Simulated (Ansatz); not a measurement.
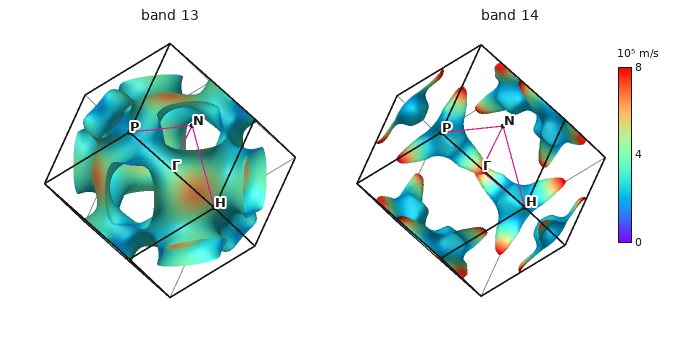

Fermi surface of Lu in space group Im-3m, coloured by the Fermi speed.

All numbers here come from DFT LDA, scalar-relativistic, plane waves, PAW; levels and slopes on a dense k mesh at the converged density in Ansatz. Started with collinear moments, which vanished: the result is non-magnetic and both spins have the same bands. k mesh for the levels: 34×34×34. Cell and positions as given, without relaxation (residual pressure −5 GPa). The cell comes from a database of computed structures, not from a measurement.

**Give the range and mean of the Fermi speed for each band.**

Band 13: 2.1 to 5.7 × 10⁵ m/s over most of the sheet, 3.0 × 10⁵ m/s on average over states. Band 14: 1.9 to 7.5 × 10⁵ m/s over most of the sheet, 2.7 × 10⁵ m/s on average over states.

**Which of these bands adds most to the density of states at the Fermi level?**

Band 13, with 1.6 of 2.4 states/eV per cell.

Spin-orbit coupling is left out; with Lu it can split, shift or remove sheets.
